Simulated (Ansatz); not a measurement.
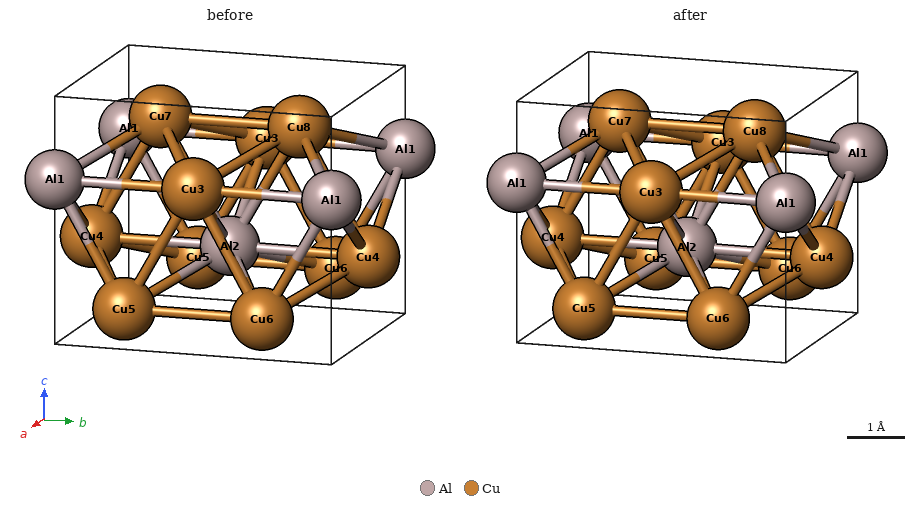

Left: a crystal of AlCu3 (set up in Pmmn). Right: the same structure after one change, at the same scale. The picture is a ball-and-stick view of the cell of the calculation, seen slightly off an axis.

All numbers below come from DFT r2SCAN, scalar-relativistic, plane waves, PAW (Ansatz 0.2.0). Settings: plane-wave cutoff 500 eV; k-point mesh 8 × 8 × 8; occupations gaussian; smearing width 0.1 eV; no spin polarisation.

The crystal is put under a hydrostatic pressure of 15 GPa. Cell and atoms are relaxed at that pressure.

What does the change do?

It costs 40.8 meV per atom. The pressure goes from 0.0 to 15.0 GPa. Cell: a 4.188 → 4.078 Å (−2.6 %), b 5.130 → 4.987 Å (−2.8 %), c 4.485 → 4.366 Å (−2.6 %). Volume −7.8 %. No atom moves by more than 0.005 Å relative to the cell. Some distances before and after: Al–Cu 2.578 → 2.505 to 2.517 Å, Al–Cu 2.567 → 2.494 to 2.497 Å, Cu–Cu 2.557 → 2.486 to 2.489 Å, Cu–Cu 2.571 → 2.500 to 2.505 Å. The space group stays Pmmn (No. 59).
